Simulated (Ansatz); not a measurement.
Given this structure:

```
W Se
1.0
     3.31794    0.00000    0.00000
    -1.65897    3.00272    0.00000
     0.00000    0.00000   16.65814
W Se
1 2
Direct
  0.00000 0.00000 0.50000
  0.33333 0.66667 0.59979
  0.33333 0.66667 0.40021
```

Question: Before looking at a picture, describe the arrangement of atoms.

Answer: Chemical formula WSe$_{2}$. Counting shared atoms by their share gives 1 W, 2 Se, or 3 atoms. The coordination shell of W holds six Se in a trigonal prismatic arrangement at 2.55 to 2.60 Å. Around each Se lie three W in a trigonal pyramidal arrangement at 2.55 to 2.60 Å. Not all metal-metal contacts are counted. The bonds build WSe2 layers parallel to (001).

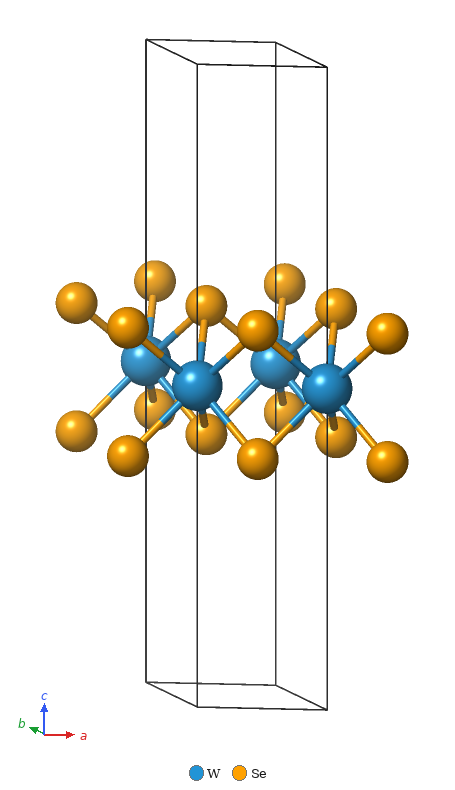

An orthographic ball-and-stick view of the structure, slightly off an axis. Thin lines show the simulation cell, with boundary atoms drawn in all their periodic places. Bonded atoms from the next cells complete the picture.

The model was built from a structure listed in the Materials Project. The cell was then strained or its atoms displaced on purpose. Ansatz was used for an electronic-structure calculation on it.
